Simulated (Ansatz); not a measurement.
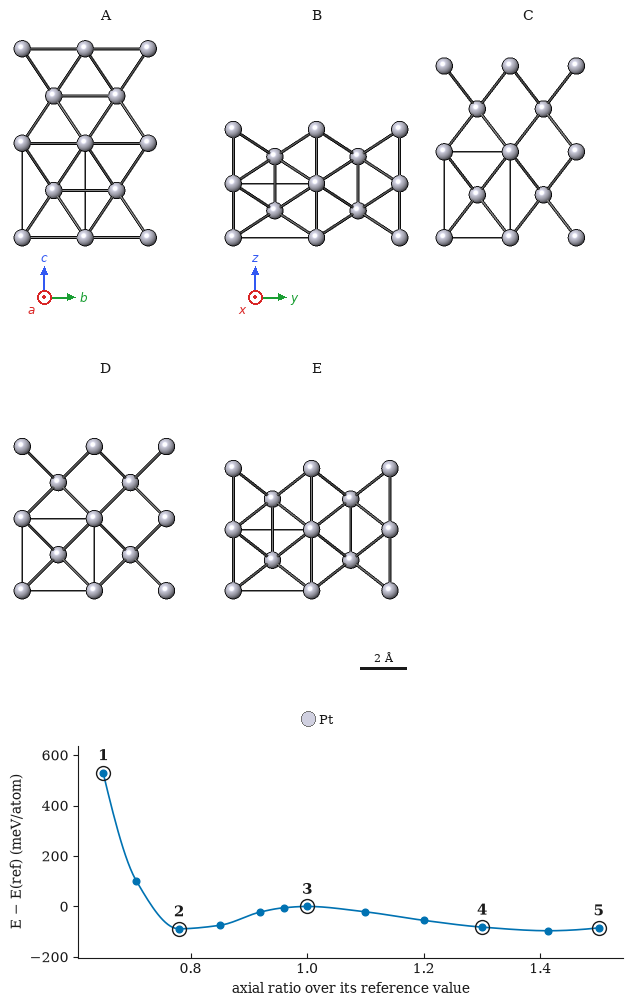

A scan of a crystal of Pt (Im-3m): the ratio of the cell's length along z to its lengths across, counted as 1 for the reference, is changed at fixed volume (a tetragonal or Bain path), with the atoms kept at their fractional coordinates. x, y and z are the Cartesian axes of the input. The frames are shuffled; the numbered points of the plot belong to them. Style: ball-and-stick. Shown: the conventional cell (2 times the calculation's cell), repeated 3 × 2 × 2 with one cell outlined, along the a axis. Lengths and directions refer to the drawn axes.

All numbers below come from DFT r2SCAN, scalar-relativistic, plane waves, PAW (Ansatz 0.2.0). (plane-wave cutoff 500 eV; k-point mesh 30 × 30 × 30; occupations gaussian; smearing width 0.15 eV; no spin polarisation). Energies (free energies at the smearing named) are counted from the relaxed crystal.

Which frame belongs to which numbered point?

Answer. Point 1 is frame B (the relative ratio 0.65, 530 meV/atom); 2 is frame E (the relative ratio 0.78, −89 meV/atom); 3 is frame D (the relative ratio 1.00, 0 meV/atom); 4 is frame C (the relative ratio 1.30, −82 meV/atom); 5 is frame A (the relative ratio 1.50, −85 meV/atom). The lowest computed point lies at the relative ratio 1.414 (−96 meV/atom). Further local minima among the points: 0.78 (−89 meV/atom). A local maximum lies at 1.00 (0 meV/atom). The end points stand at 530 meV/atom (0.65) and −85 meV/atom (1.50). The distortion takes the space group from Im-3m to I4/mmm, except for Fm-3m at 1.414. At the relative ratio 1.50 the cell of the drawing goes a 3.139 → 2.742 Å, b 3.139 → 2.742 Å, c 3.139 → 4.113 Å.
